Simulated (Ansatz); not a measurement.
A periodic structure is given below.

```
CELL_PARAMETERS angstrom
3.37408 0.00000 0.00000
-1.68704 2.92204 0.00000
0.00000 0.00000 5.03810
ATOMIC_POSITIONS crystal
Ga 0.66667 0.33333 0.49290
Ga 0.33333 0.66667 0.99290
N 0.66667 0.33333 0.88210
N 0.33333 0.66667 0.38210
```

Q: What would you see if this were drawn?

A: Composition: GaN. The structure has P6_3mc (No. 186) symmetry and a primitive hexagonal lattice. In the cell are 2 Ga, 2 N, which makes 2 formula units. The polyhedra are GaN4 tetrahedra; they share corners. About every Ga there are four N in a tetrahedral arrangement at 1.96 to 2.03 Å. N is linked to four Ga in a tetrahedral arrangement at 1.96 to 2.03 Å. The bonds build a three-dimensional framework.

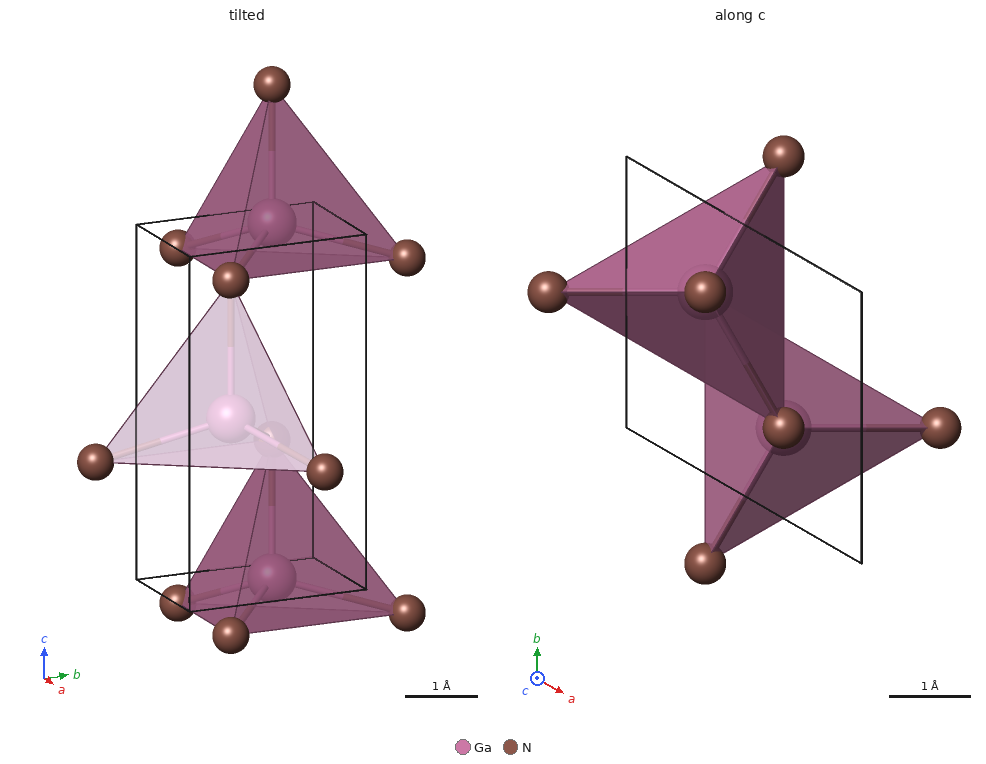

Structure drawing (polyhedral), viewed slightly off an axis and along the c axis. Atoms at the boundary of the conventional unit cell (the box) are drawn once for each face, edge or corner they touch. Some neighbours outside the box are added.

The structure comes from a structure listed in the Materials Project. The cell was then strained or its atoms displaced on purpose. It was run through Ansatz as a DFT input.

At this level of theory the cell isn't at rest (stretched, at -14 GPa), so its distances can differ from those at equilibrium, the more so the softer the solid.
